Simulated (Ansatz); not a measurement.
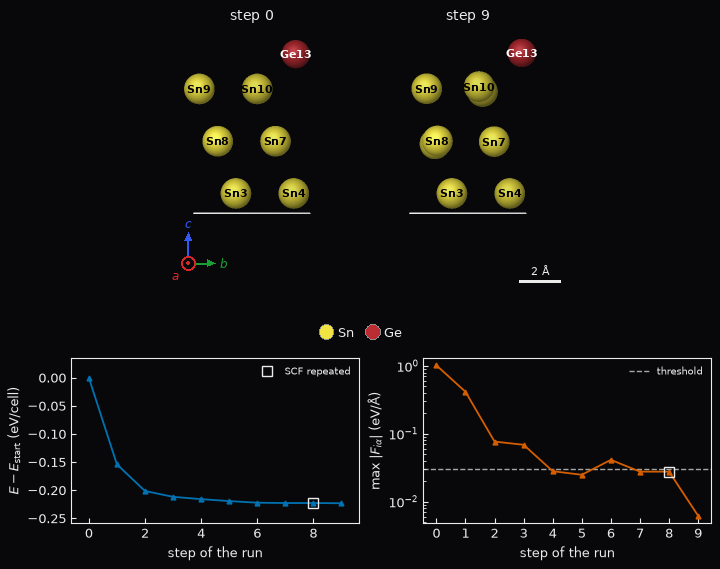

First and last geometry of a constrained relaxation of a slab of composition Sn₁₂Ge (cut from the I4/mmm phase), with the history of the run. A spheres-only model of the cell of the calculation, outlined in the plane, without the vacuum, seen along the a axis.

Case: Ge put at a hollow Sn-Sn-Sn site. The slab is the (1 0 1) face of Sn with Ge on it. 4 atoms are held fixed.

These are results of DFT PBE, scalar-relativistic, plane waves, PAW in Ansatz 0.2.0, not measurements. Set-up: plane-wave cutoff 420 eV; k-point mesh 5 × 5 × 1; occupations gaussian; smearing width 0.1 eV; no spin polarisation; dipole correction; atoms relaxed in a fixed cell; force threshold 0.03 eV/Å; at most 70 steps.

Question: Read the history and describe the run.

Answer: It converged. The energy falls by 0.223 eV per cell of the calculation in 8 accepted moves (9 points after the start). The largest force component goes from 1 to 0.0062 eV/Å. 1 step only repeated the SCF at the same geometry. The largest moves, 0.57 Å, are those of Sn atoms. By element the largest moves are Sn 0.57 Å, Ge 0.50 Å. The cell stays as it was. Near-neighbour distances that change, for instance: Sn–Sn 3.276 → 3.618 Å, Sn–Sn 3.276 → 3.579 Å, Sn–Sn 3.375 → 3.642 Å, Sn–Sn 3.375 → 3.114 Å. Bond angles that change, for instance: Sn–Sn–Sn 59.0° → 69.2°, Sn–Sn–Sn 92.0° → 101.0°, Sn–Sn–Sn 121.0° → 112.6°. The run took 2.8 min on 2 threads of AMD EPYC 9R45 96-Core Processor (Zen 5), with other jobs on the host, peak memory 2 GiB.

```csv
step,"E − E(0), meV/atom","largest force component, eV/Å",note
0,0.00,1.0247,
1,-11.84,0.4165,
2,-15.48,0.0767,
3,-16.28,0.0688,
4,-16.59,0.0281,
5,-16.86,0.0249,
6,-17.08,0.0413,
7,-17.13,0.0277,
8,-17.13,0.0276,"same geometry, SCF repeated"
9,-17.16,0.0062,
```

Limits of the set-up: the periodic images lie only 6.8 Å apart, so the values are limited by the cell's size.
